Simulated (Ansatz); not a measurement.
```cif
data_structure
_symmetry_space_group_name_H-M 'P 1'
_symmetry_Int_Tables_number 1
_cell_length_a 5.0253
_cell_length_b 8.5105
_cell_length_c 8.6766
_cell_angle_alpha 90.000
_cell_angle_beta 90.000
_cell_angle_gamma 90.000
_cell_volume 371.08
loop_
_atom_site_label
_atom_site_type_symbol
_atom_site_fract_x
_atom_site_fract_y
_atom_site_fract_z
_atom_site_occupancy
K1 K 0.00000 0.50000 0.50000 1
K2 K 0.50000 0.00000 0.50000 1
K3 K 0.00000 0.50000 0.00000 1
K4 K 0.50000 0.00000 0.00000 1
I1 I 0.00000 0.15977 0.25000 1
I2 I 0.50000 0.65977 0.25000 1
I3 I 0.00000 0.84023 0.75000 1
I4 I 0.50000 0.34023 0.75000 1
```

Space group Cmcm. Spin-orbit coupling, left out here, splits and shifts the levels of such heavy elements, by tenths of an eV up to several eV. The cell comes from a database of computed structures, not from a measurement.

The calculation used DFT PBE, scalar-relativistic, plane waves, PAW (Ansatz 0.2.0).

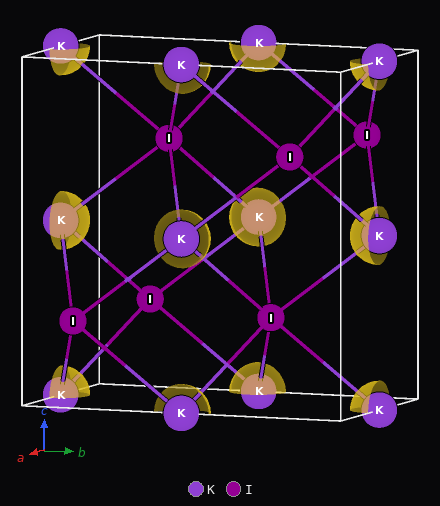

KI. Density of the Kohn–Sham states from −12.40 to −12.17 eV about the valence-band maximum (a separate group of bands (semicore or deep states)), scaled to one electron a cell: yellow surface at 0.1 1/Å³, in the conventional cell seen slightly off an axis.

Core electrons are frozen (PAW), so the fields are smoothed inside the atomic spheres.

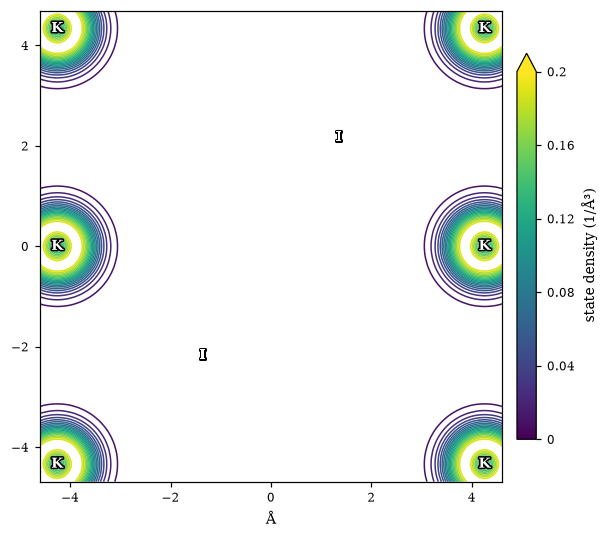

Second picture: a map on the (100) plane of the conventional cell.

Describe these states.

Projected on a minimal set of atomic orbitals (Löwdin), they are K 3p (over 95 %).
- In space (atomic cells sized by Bader volumes) the density divides as K about 95 % and I little.
- It nearly vanishes midway along the shortest I–K contact.
- The group holds 12 electrons when full, in the cell of the calculation (4 atoms).
- Little of the density lies between the atoms' surroundings.
